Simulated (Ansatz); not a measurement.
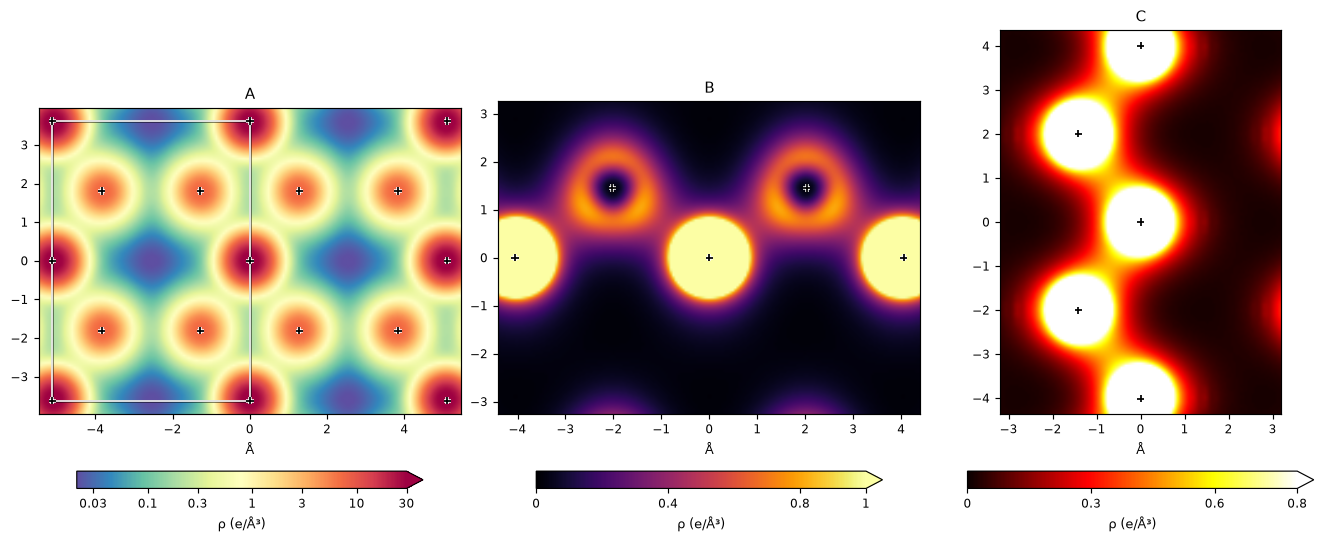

The valence charge density (pseudo) of 3 systems, each on a plane through atoms (crosses mark nuclei in the plane).

The calculation used DFT r2SCAN, scalar-relativistic, plane waves, PAW in Ansatz.

System 1: HfO2, the (101) plane of the conventional cell. Space group Fm-3m; computed pressure about −8 GPa in this cell.

```
Hf O
1.0
     5.11500    0.00000    0.00000
     0.00000    5.11500    0.00000
     0.00000    0.00000    5.11500
Hf O
4 8
Direct
  0.00000 0.50000 0.50000
  0.50000 0.00000 0.50000
  0.50000 0.50000 0.00000
  0.00000 0.00000 0.00000
  0.25000 0.75000 0.75000
  0.75000 0.25000 0.75000
  0.75000 0.75000 0.25000
  0.25000 0.25000 0.25000
  0.75000 0.25000 0.25000
  0.25000 0.75000 0.25000
  0.25000 0.25000 0.75000
  0.75000 0.75000 0.75000
```

System 2: InP, the (100) plane of the conventional cell. Space group I-4m2; changed on purpose from its base cell (strain -0.030 along x and y, -0.015 along z, atoms carried along); computed pressure about 6 GPa in this cell.

```
CELL_PARAMETERS angstrom
2.86496 2.86496 0.00000
-2.86496 2.86496 0.00000
0.00000 0.00000 5.81853
ATOMIC_POSITIONS crystal
In 0.00000 0.00000 0.00000
In 0.50000 0.50000 0.50000
P 0.00000 0.50000 0.25000
P 0.50000 0.00000 0.75000
```

System 3: Ge, the (101) plane of the conventional cell. Space group Fd-3m.

Question: Which map belongs to which system?

Answer: Panel A is system 1, HfO2: the plane holds Hf and O. Hf–O (2.21 Å): ρ at the midpoint is about 0.54 e/Å³. Panel B is system 2, InP: the plane holds In and P. In–P (2.49 Å): ρ at the midpoint is about 0.49 e/Å³. Panel C is system 3, Ge: the plane holds Ge. Ge–Ge (2.46 Å): ρ at the midpoint is about 0.51 e/Å³.
